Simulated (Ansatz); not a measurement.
## Single-point calculation of CoO

System: CoO (2 atoms in the cell).
Method: DFT, PBE, plane waves, PAW, spin-polarised (Ansatz 0.2.0).

The structure derives from an entry of the Crystallography Open Database. Figures and captions count atoms from 1; the log counts them from 0 in places.

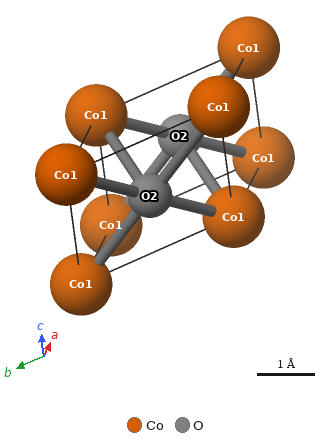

*The structure (ball-and-stick view of the reduced cell, seen at an oblique angle; atoms are numbered from 1 in the order of the input). An atom can appear more than once, as a periodic image.*

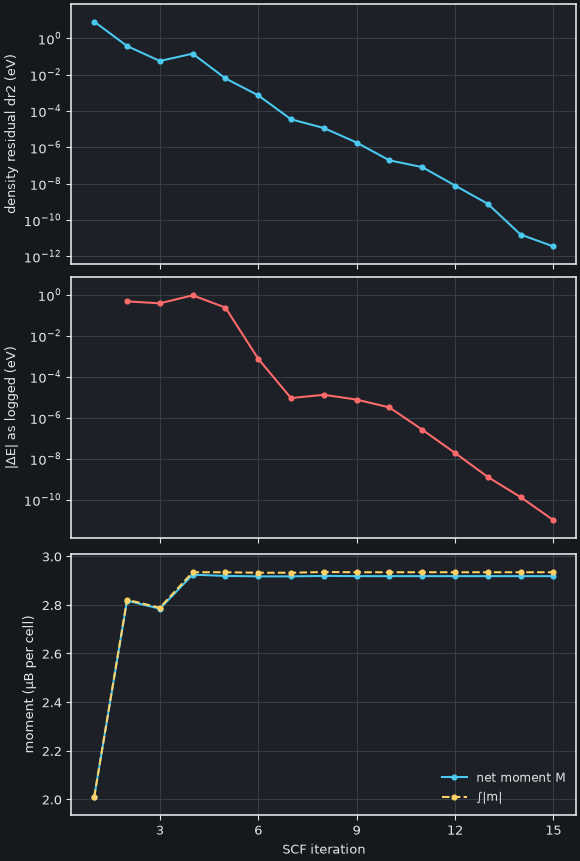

*Convergence of the self-consistent field: density residual dr2, size of the energy change and magnetic moment against the SCF iteration.*

The residual comes down, with one marked jump up, by a factor of about 2.5, at step 4. The net moment goes from 2.0 to 2.9 μB per cell.

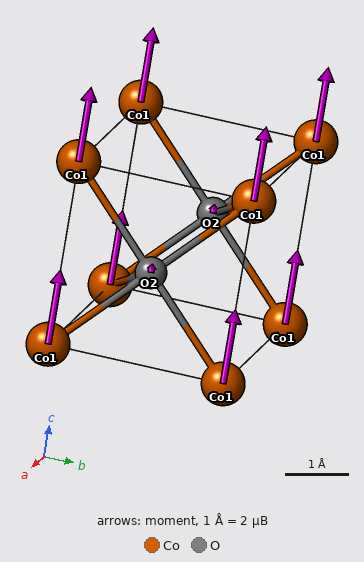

*Magnetic moments of the sites as pink arrows (ball-and-stick view of the reduced cell, seen slightly off an axis; atoms are numbered from 1 in the order of the input); small moments hardly show. The run is collinear, so the axis drawn is arbitrary.*

Site moments: Co1 (2.48 μB); O2 (0.32 μB). They are counted near the atoms and needn't add up to the moment of the cell.

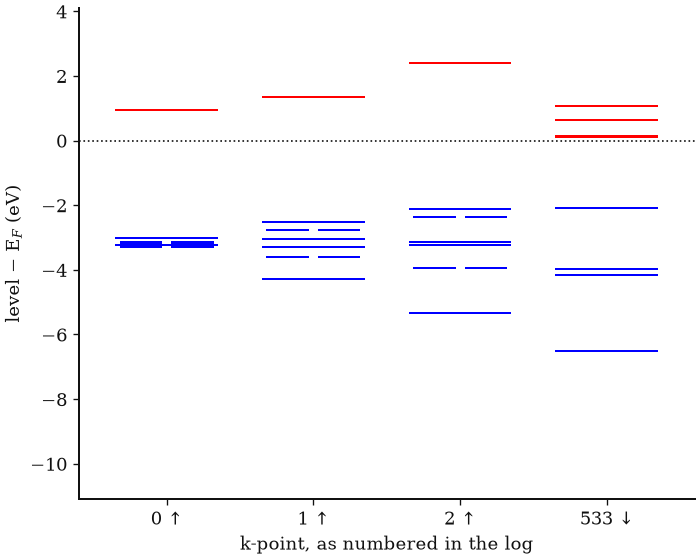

*Kohn–Sham levels near the Fermi level (dotted) at the few k-points that the log prints; levels within 0.02 eV of each other stand side by side.*

The system is metallic on the full mesh.

These pictures come from the run below.

## Input
```yaml
crystal:
  lattice:
    - [3.0160003058, 0.0, 0.0]
    - [0.0, 3.0160003058, 0.0]
    - [1.5080001529, -1.5080001529, 2.1072499549]
  atoms:
    - { symbol: Co, position: [0.0, 0.0, 0.0], spin: 2.73 }
    - { symbol: O, position: [0.5, 0.5, 0.0], spin: 0.35 }
basis:
  ecutrho_ratio: 8
kpoints:
  mp_grid: { grid: [11, 11, 16] }
hamiltonian:
  xc: pbe
scf:
  occupations: { method: gaussian, width: 0.1 }
  mixing: { preconditioner: none }
output:
  forces: true
  eigenvalues: true
  stress: true
magnetization:
  spin_polarized: true
accuracy: high
```

Command:
```bash
ansatz run input.yaml --threads 2 --pin off --max-ram 5120MiB --backend cpu --events-out ev --progress --plain --runs-dir out
```

## Output
```
Warning: crystal.symmetry: narrowed to the stabiliser of the k-point mesh — unitary ops 16 → 4; excluded 12 operations that carry a point of the 11×11×16 mesh (shift [0, 0, 0]) off the mesh (the run samples exactly the mesh kpoints.mp_grid names, as under crystal.symmetry.detect: false, and its converged state has the mesh's symmetry, not the crystal's; ε∞, the Born charges and the force constants of a linear response (`dielectric:` by the response, `phonons.method: dfpt`) are averaged over those of the crystal's operations that the state keeps within a tolerance, where `mesh_tensors`, `unaveraged_element` or `gamma_mean_max_change_ev_ang2` stands beside them; a row that `dielectric.field_direction` solves alone is averaged likewise, with nothing beside; a Γ-centred mesh of equal divisions is mapped onto itself by every operation and keeps the whole group, as does a half-shifted one under kpoints.further_shifts: images)
Engine: ansatz 0.2.0, x86_64-unknown-linux-gnu
Pseudopotentials: kind: paw
Pseudopotential: Co, paw, valence charge 17, recommended cutoff 420 eV (normal), Co.paw.azcp
Pseudopotential: O, paw, valence charge 6, recommended cutoff 420 eV (normal), O.paw.azcp
Functional definition: PBE
  parameter kappa = 0.804
  parameter beta = 0.06672455060314922
  exchange = pbe_x(kappa = kappa, mu = beta*pi^2/3)
  correlation = pbe_c(beta = beta)
Crystal: 2 atoms, lattice volume = 19.168 Å³
Basis set: ecut = 420 eV, 339 PW (Γ), exchange–correlation on 72×72×72 points (8 copies of the dense FFT grid, shifted against one another)
Bands: 18, of which v1, the nominal top of the filled ones, is band 12 counted from 1 (11 counted from 0)
Symmetry: 4 space group operations
k-points: 534 of 1936
Non-local potential: Co, projectors of the file, l = 0: 3, l = 1: 2, l = 2: 3, l = 3: 1
Non-local potential: O, projectors of the file, l = 0: 2, l = 1: 2, l = 2: 1
PAW form: soft (Blöchl's): semilocal exchange-correlation on the pseudo side does not see the compensation charge
PAW one-centre angular grid: Co, 590 points (default); XC on 64 Gauss nodes
PAW one-centre angular grid: O, 110 points (default); XC on 64 Gauss nodes
Initial density: superposition of atomic densities (chi_scale 0.1, normalization cell, long waves kept (reshape's long-wave potential 0.00 eV rms))
Starting moments: Σ|m| = 3.08 μB on 2 of 2 sites
Initial wavefunctions: pseudopotential atomic-orbital guess
Functional: x = pbe(κ = 0.804, μ = 0.2195149727645171), c = pbe(β = 0.06672455060314922)
SCF iter   1: F=—  HF=-5691.029546 eV  |F-HF|=—  |Δ(HF+E_count)|=         —  Δρ=1.80e-1 (↑7.89e-2 ↓1.80e-1)  dr2=8.24e0  dr2_m=9.37e-1  M=2.010 μB ∫|m|=2.010 μB  β_m=0.30  ethr=3.10e-3  ⟨swp⟩=5.5  Hψ=80513  notcnv=0
Mixer restart at iter 1: flushing history
SCF iter   2: F=—  HF=-5690.556723 eV  |F-HF|=—  |Δ(HF+E_count)|=   4.73e-1  Δρ=6.62e-2 (↑2.22e-2 ↓6.62e-2)  dr2=3.74e-1  dr2_m=1.67e-1  M=2.817 μB ∫|m|=2.821 μB  β_m=0.27  ethr=3.10e-3  ⟨swp⟩=3.0  Hψ=50405  notcnv=0  defer=1221
SCF iter   3: F=—  HF=-5690.938146 eV  |F-HF|=—  |Δ(HF+E_count)|=   3.81e-1  Δρ=3.53e-2 (↑2.04e-2 ↓3.53e-2)  dr2=5.59e-2  dr2_m=9.31e-2  M=2.784 μB ∫|m|=2.788 μB  β_m=0.64  ethr=1.63e-3  ⟨swp⟩=2.5  Hψ=38407  notcnv=0  defer=1228
SCF iter   4: F=—  HF=-5691.873116 eV  |F-HF|=—  |Δ(HF+E_count)|=   9.35e-1  Δρ=3.60e-2 (↑1.57e-2 ↓3.60e-2)  dr2=1.42e-1  dr2_m=8.40e-2  M=2.924 μB ∫|m|=2.934 μB  β_m=0.82  ethr=2.43e-4  ⟨swp⟩=2.3  Hψ=41712  notcnv=0  defer=1255
SCF iter   5: F=—  HF=-5692.108831 eV  |F-HF|=—  |Δ(HF+E_count)|=   2.36e-1  Δρ=7.69e-3 (↑3.54e-3 ↓7.69e-3)  dr2=6.19e-3  dr2_m=4.69e-3  M=2.919 μB ∫|m|=2.934 μB  β_m=0.88  ethr=2.43e-4  ⟨swp⟩=2.4  Hψ=33323  notcnv=0  defer=1256
SCF iter   6: F=—  HF=-5692.109577 eV  |F-HF|=—  |Δ(HF+E_count)|=   7.46e-4  Δρ=2.56e-3 (↑2.56e-3 ↓2.53e-3)  dr2=7.21e-4  dr2_m=9.29e-4  M=2.917 μB ∫|m|=2.932 μB  β_m=0.94  ethr=2.69e-5  ⟨swp⟩=1.0  Hψ=27799  notcnv=0  defer=1255
SCF iter   7: F=—  HF=-5692.109586 eV  |F-HF|=—  |Δ(HF+E_count)|=   9.05e-6  Δρ=1.07e-3 (↑6.24e-4 ↓1.07e-3)  dr2=3.46e-5  dr2_m=1.17e-4  M=2.917 μB ∫|m|=2.932 μB  β_m=0.97  ethr=3.14e-6  ⟨swp⟩=2.0  Hψ=26155  notcnv=0  defer=1255
SCF iter   8: F=—  HF=-5692.109599 eV  |F-HF|=—  |Δ(HF+E_count)|=   1.31e-5  Δρ=5.60e-4 (↑5.02e-4 ↓5.60e-4)  dr2=1.15e-5  dr2_m=4.71e-5  M=2.919 μB ∫|m|=2.935 μB  β_m=0.99  ethr=1.51e-7  ⟨swp⟩=2.1  Hψ=30579  notcnv=0  defer=1255
SCF iter   9: F=—  HF=-5692.109607 eV  |F-HF|=—  |Δ(HF+E_count)|=   7.64e-6  Δρ=1.69e-4 (↑9.47e-5 ↓1.69e-4)  dr2=1.82e-6  dr2_m=2.43e-6  M=2.918 μB ∫|m|=2.934 μB  β_m=0.99  ethr=5.00e-8  ⟨swp⟩=2.1  Hψ=24643  notcnv=0  defer=1255
SCF iter  10: F=—  HF=-5692.109610 eV  |F-HF|=—  |Δ(HF+E_count)|=   3.17e-6  Δρ=5.36e-5 (↑1.20e-5 ↓5.36e-5)  dr2=1.90e-7  dr2_m=1.23e-7  M=2.918 μB ∫|m|=2.934 μB  β_m=1.00  ethr=7.91e-9  ⟨swp⟩=2.0  Hψ=30642  notcnv=0  defer=1255
SCF iter  11: F=—  HF=-5692.109611 eV  |F-HF|=—  |Δ(HF+E_count)|=   2.60e-7  Δρ=2.69e-5 (↑2.69e-5 ↓1.34e-5)  dr2=8.11e-8  dr2_m=4.59e-8  M=2.918 μB ∫|m|=2.934 μB  β_m=0.83  ethr=8.28e-10  ⟨swp⟩=2.0  Hψ=31715  notcnv=0  defer=1255
SCF iter  12: F=—  HF=-5692.109611 eV  |F-HF|=—  |Δ(HF+E_count)|=   1.91e-8  Δρ=7.49e-6 (↑7.49e-6 ↓5.88e-6)  dr2=7.86e-9  dr2_m=5.68e-9  M=2.918 μB ∫|m|=2.934 μB  β_m=0.91  ethr=3.53e-10  ⟨swp⟩=2.4  Hψ=29315  notcnv=0  defer=1255
iter 13 met the thresholds in force, and the SCF goes on for the forces or the stress (scf.convergence.dr2_threshold)
SCF iter  13: F=-5692.109611 eV  HF=-5692.109611 eV  |F-HF|=6.12e-10  |Δ(HF+E_count)|=   1.28e-9  Δρ=1.74e-6 (↑1.74e-6 ↓1.61e-6)  dr2=7.69e-10  dr2_m=2.84e-10  M=2.918 μB ∫|m|=2.934 μB  β_m=0.96  ethr=3.42e-11  ⟨swp⟩=7.0  Hψ=78097  notcnv=0
SCF iter  14: F=—  HF=-5692.109611 eV  |F-HF|=—  |Δ(HF+E_count)|=  1.33e-10  Δρ=4.03e-7 (↑1.82e-7 ↓4.03e-7)  dr2=1.57e-11  dr2_m=1.02e-11  M=2.918 μB ∫|m|=2.934 μB  β_m=0.98  ethr=3.34e-12  ⟨swp⟩=1.8  Hψ=22610  notcnv=0
SCF iter  15: F=-5692.109611 eV  HF=-5692.109611 eV  |F-HF|=0.00e0  |Δ(HF+E_count)|=  1.00e-11  Δρ=2.86e-7 (↑4.32e-8 ↓2.86e-7)  dr2=3.48e-12  dr2_m=3.71e-12  M=2.918 μB ∫|m|=2.934 μB  ethr=1.00e-12  ⟨swp⟩=4.0  Hψ=76109  notcnv=0
SCF 1 converged in 15 iterations: F = -5692.109611 eV  dr2 = 3.48e-12
  greatest PAW one-centre occupation: 1.004 electrons in one spin orbital (limit 2), on the Co atom at site 0 (counted from 0), in its partial waves of l = 1
SCF converged after 15 iterations
Magnetization: 2.9184 μB (12.9592 up, 10.0408 down)
Absolute magnetization: 2.9339 μB (∫|ρ↑−ρ↓|, with the PAW one-centre terms)
Spin contamination: 0.0081 ħ² per cell (⟨S²⟩ above its minimum at these occupations)
Per-site moments (μB) at R_I (Å): [(2.477142384914853, 0.8692406063962499), (0.3172478525238422, 0.8692406063962499)]
Free energy (F): -5692.109611 eV
Harris-Foulkes:  -5692.109611 eV  (|F-HF|=0.00e0)
Internal energy: -5692.088668 eV  (E = F + TS)
E sigma→0 (E₀):  -5692.099139 eV
Entropy (-TS):   -0.020943 eV (-10.472 meV/atom)
Fermi energy:    14.058245 eV
--- Per-component energies (eV) ---
  E_band       = -302.042030
  E_kinetic    = 617.791755
  E_local      = -3421.697292  (includes V_loc(G=0)·N_el)
  E_nonlocal   = 514.255689
  E_hartree    = 1405.249208
  E_xc         = -228.713275
  E_vxc        = -293.938281  (∫ρ·V_xc dr)
  E_paw        = -1676.984749  (= ΣΔE_a)
  E_vpaw       = -528.952460  (= ΣTr[D̂ρ^β])
  E_aug_tail   = 0.000136  (compensation charges beyond the density's cutoff)
  E_ewald      = -2901.990140
  E_smearing   = -0.020943  (= −TS)
  E_closure    = -0.000000  (closes the sum)
  Σ components = -5692.109611   (vs F -5692.109611, Δ=0.00e0)
--- Forces (eV/Å), atoms counted from 1 ---
  atom   1  Co    -0.00000000    -0.00000000     0.00000000
  atom   2  O      0.00000000     0.00000000     0.00000000
  max |Σ_I F_I| component: 1.18e-29 eV/Å
--- Stress (GPa, compression-positive) ---
       -0.098943       0.015080      -0.000298
        0.015080      -0.098943       0.000298
       -0.000297       0.000297       0.014758
  P = ⅓ Tr σ = -0.0610 GPa (-0.610 kbar)
--- Band table (eV; the first three rows and the last of 1068) ---
  k-point 0 ↑: bands = ["-82.8270", "-46.1561", "-46.0586", "-46.0586", "-6.2789", "10.7549", "10.7671", "10.8158", "10.8569", "10.8569", "10.9051", "10.9052", "11.0452", "15.0040", "30.8054", "32.1035", "32.1036", "32.1587"]
  k-point 1 ↑: bands = ["-82.8269", "-46.1576", "-46.0592", "-46.0592", "-6.2222", "9.7738", "10.4686", "10.4686", "10.7811", "11.0094", "11.3033", "11.3034", "11.5264", "15.4210", "29.8031", "31.5766", "31.5766", "33.4539"]
  k-point 2 ↑: bands = ["-82.8264", "-46.1616", "-46.0608", "-46.0608", "-6.0624", "8.7342", "10.1112", "10.1112", "10.8211", "10.9079", "11.6828", "11.6828", "11.9406", "16.4636", "28.5977", "30.7105", "30.7105", "31.4857"]
  k-point 533 ↓: bands = ["-79.7657", "-43.1459", "-43.1276", "-43.1035", "-4.4270", "7.5620", "9.8933", "10.0817", "11.9697", "14.1556", "14.2135", "14.6858", "15.1245", "20.8764", "24.2550", "26.2297", "30.1763", "30.7796"]
```

## Summary

| quantity | value |
| --- | --- |
| outcome | converged |
| space group (tolerance 0.01 Å) | I4/mmm (139) |
| electrons treated | 23 |
| free energy | −5692.1096 eV |
| Fermi energy | 14.058 eV |
| gap on the k-point mesh | none (metallic) |
| net moment of the cell | 2.92 μB |
| integrated absolute moment | 2.93 μB |
| pressure | −0.06 GPa |
| largest force (length of the vector) | under 0.001 eV/Å |
| hardware | 2 threads of Intel Xeon @ 2.50GHz (Skylake/Cascade Lake), 32 GiB of memory available, shared host |
| wall time | 25 s (CPU time 48 s) |
| peak memory | 0.67 GiB |

## Remarks

Settings chosen away from the usual ones: scf.mixing.preconditioner set to none; accuracy set to high; basis.ecutrho_ratio set to 8; basis.ecutwfc removed. Warnings of the run: the k-point mesh lowers the symmetry that the run can use.
